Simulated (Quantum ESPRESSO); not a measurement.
## Be: 7 runs along one coordinate

System: Be (2 atoms in the cell).
Method: Kohn-Sham DFT of a periodic cell, PBEsol, GBRV 1.5 PBEsol, no spin polarisation (Quantum ESPRESSO 7.5).

The 7 runs differ only in the geometry, by an even scaling of the cell at fixed fractional positions. The structure derives from an entry of the Crystallography Open Database.

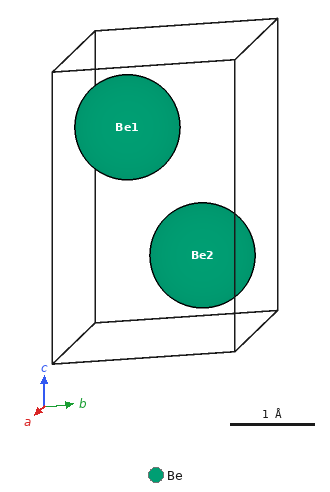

Figure 1. The structure of run 4 (spheres-only view of the cell of the calculation, seen slightly off an axis; atoms are numbered from 1 in the order of the input). An atom can appear more than once, as a periodic image.

### Input file of run 4
```
&CONTROL
  calculation = 'scf'
  prefix = 'pwscf'
  outdir = './tmp'
  pseudo_dir = './pseudo'
  tprnfor = .true.
  tstress = .true.
  disk_io = 'low'
/
&SYSTEM
  ibrav = 0
  celldm(1) = 8
  nat = 2
  ntyp = 1
  ecutwfc = 45
  ecutrho = 360
  nbnd = 9
  occupations = 'smearing'
  smearing = 'fd'
  degauss = 0.00367493
/
&ELECTRONS
  conv_thr = 4d-10
  electron_maxstep = 120
  mixing_beta = 0.5
/
ATOMIC_SPECIES
Be     9.0122 be_pbesol_v1.4.uspp.F.UPF
CELL_PARAMETERS alat
  0.5398238890759   0.0000000000000   0.0000000000000
 -0.2699119445380   0.4675012015169   0.0000000000000
  0.0000000000000   0.0000000000000   0.8466445469855
ATOMIC_POSITIONS crystal
Be     0.6666666667    0.3333333333    0.7500000000
Be     0.3333333333    0.6666666667    0.2500000000
K_POINTS automatic
13 13 8 0 0 0
```

### File pp_density.in of run 4
```
&INPUTPP
  prefix = 'pwscf'
  outdir = './tmp'
  filplot = 'density.dat'
  plot_num = 0
/
&PLOT
  nfile = 1
  filepp(1) = 'density.dat'
  iflag = 3
  output_format = 6
  fileout = 'density.cube'
/
```

### File pp_potential.in of run 4
```
&INPUTPP
  prefix = 'pwscf'
  outdir = './tmp'
  filplot = 'potential.dat'
  plot_num = 11
/
&PLOT
  nfile = 1
  filepp(1) = 'potential.dat'
  iflag = 3
  output_format = 6
  fileout = 'potential.cube'
/
```

Command:
```bash
OMP_NUM_THREADS=1 mpirun -n 2 pw.x -nk 2 -in pw.in > pw.out
OMP_NUM_THREADS=1 mpirun -n 1 pp.x -in pp_density.in > pp_density.out
OMP_NUM_THREADS=1 mpirun -n 1 pp.x -in pp_potential.in > pp_potential.out
```

Lattice vectors (Å) and fractional positions of run 4:
```
   2.285300    0.000000    0.000000
  -1.142650    1.979128    0.000000
   0.000000    0.000000    3.584200
Be  0.666667  0.333333  0.750000
Be  0.333333  0.666667  0.250000
```

Run 5 has the same physical settings and fractional positions; its lattice vectors (Å) are:
```
   2.300435    0.000000    0.000000
  -1.150217    1.992235    0.000000
   0.000000    0.000000    3.607937
```

### Results, with one run withheld

| run | volume per atom (Å³) | free energy per atom, from the lowest run given (meV) | pressure (GPa) |
| --- | --- | --- | --- |
| 1 | 7.619 | 3.20 | 4.27 |
| 2 | 7.781 | 0.24 | 1.46 |
| 3 | 7.943 | 0.00 | −1.11 |
| 4 | 8.105 | 2.26 | −3.47 |
| 5 | 8.268 | ? | ? |
| 6 | 8.430 | 13.42 | −7.60 |
| 7 | 8.592 | 21.95 | −9.41 |

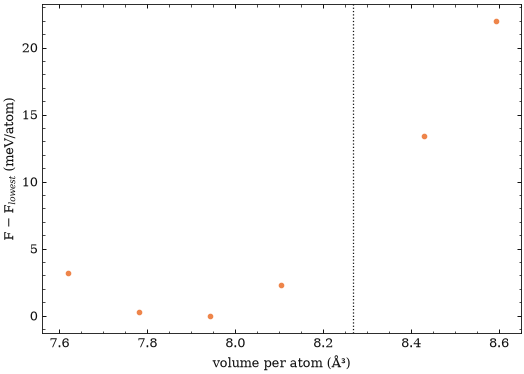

Figure 2. Free energy per atom of the runs given; the dotted line marks run 5.

Fit the runs given and predict run 5.

A cubic polynomial in V^(−2/3) (the Birch–Murnaghan form), fitted to the 6 runs given, misses them by at most 0.01 meV per atom. With x = V^(−2/3) − 0.24863 Å⁻², it reads F = 1.4989 − 861.83 x + 1.0911e+05 x² − 1.4186e+05 x³ (meV per atom). At run 5 it gives 6.81 meV per atom, and the run itself gives 6.79. The slope of the fit gives a pressure −dF/dV of −5.55 GPa there, and the run prints −5.62 GPa. The two needn't agree exactly: the fit is approximate, and the printed stress is taken on a finite basis. The fit has its minimum at 7.876 Å³ per atom, where V d²F/dV² gives 124 GPa. Cell shape and fractional positions are held, so this is the stiffness under even scaling; the relaxed bulk modulus wasn't computed.

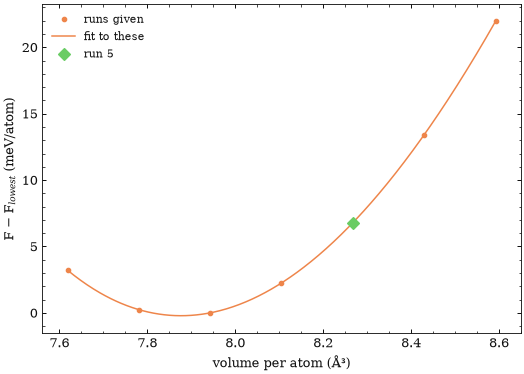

Figure 3. The fit and the withheld run.

### Some lines of the output (run 5)
```
[...]
     unit-cell volume          =     111.5851 (a.u.)^3
     number of k points=   105  Fermi-Dirac smearing, width (Ry)=  0.0037
     total energy              =     -56.19748245 Ry
     total energy              =     -56.19739213 Ry
     total energy              =     -56.19740461 Ry
     total energy              =     -56.19740507 Ry
     the Fermi energy is     8.1255 ev
!    total energy              =     -56.19740507 Ry
     The total energy is F=E-TS. E is the sum of the following terms:
     Computing stress (Cartesian axis) and pressure
          total   stress  (Ry/bohr**3)                   (kbar)     P=      -56.22
```
